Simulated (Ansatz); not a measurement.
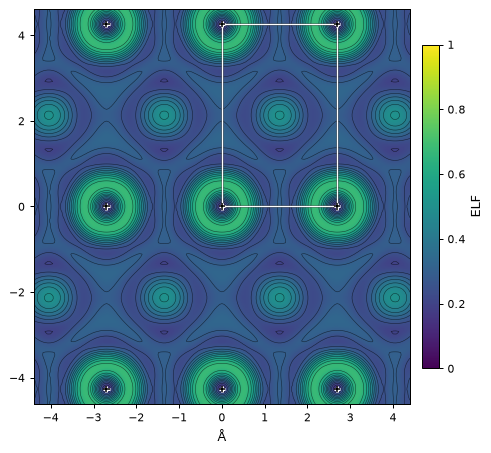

The ELF on a plane through atoms (crosses mark nuclei in the plane).

Theory: DFT PBE+D3(BJ), scalar-relativistic, plane waves, PAW (Ansatz 0.2.0).

Candidates:
A. Mo, a = 3.13 Å, b = 3.13 Å, c = 3.13 Å, α = 90.00°, β = 90.00°, γ = 90.00°. Space group Im-3m; computed without spin polarisation.
B. CO2, a = 5.71 Å, b = 5.71 Å, c = 5.71 Å, α = 90.00°, β = 90.00°, γ = 90.00°. Space group Pa-3.
C. Ru, a = 2.70 Å, b = 2.70 Å, c = 4.27 Å, α = 90.00°, β = 90.00°, γ = 120.00°. Space group P6₃/mmc; computed without spin polarisation.

Which candidate gave the map?

Candidate C: Ru on the (100) plane of the conventional cell, which holds Ru. Ru–Ru (2.70 Å): the ELF is about 0.30 at the midpoint.
